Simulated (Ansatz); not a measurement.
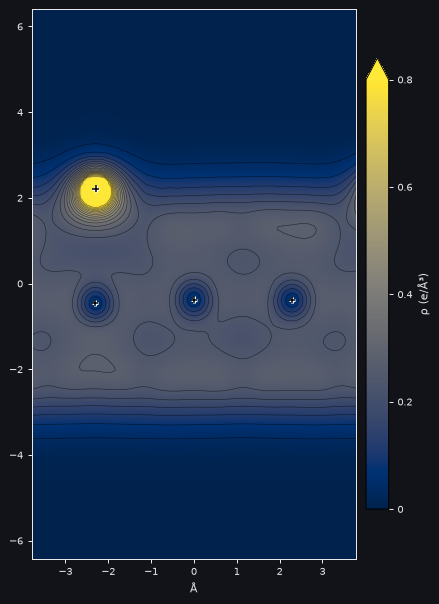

The valence pseudo-density on a plane through atoms (crosses mark nuclei in the plane).

Computed with Ansatz 0.2.0, DFT PBEsol, scalar-relativistic, plane waves, PAW.

Candidates:
A. Si₁₆H (cell with a defect), a = 7.68 Å, b = 7.68 Å, c = 7.68 Å, α = 60.00°, β = 60.00°, γ = 60.00°. The program warned that a starting moment wasn't kept; spin-polarised, but the moments vanished.
B. Be₁₈H (slab), a = 4.58 Å, b = 6.87 Å, c = 14.59 Å, α = 90.00°, β = 90.00°, γ = 60.00°. Computed without spin polarisation.
C. Al (slab), a = 5.73 Å, b = 8.59 Å, c = 15.68 Å, α = 90.00°, β = 90.00°, γ = 60.00°. Computed without spin polarisation.

Question: Which system is this?

Answer: Candidate B: Be₁₈H on the (100) plane of the calculation cell, a cut from vacuum to vacuum, which holds Be and H. Be–Be (2.30 Å): ρ is about 0.26 e/Å³ halfway.
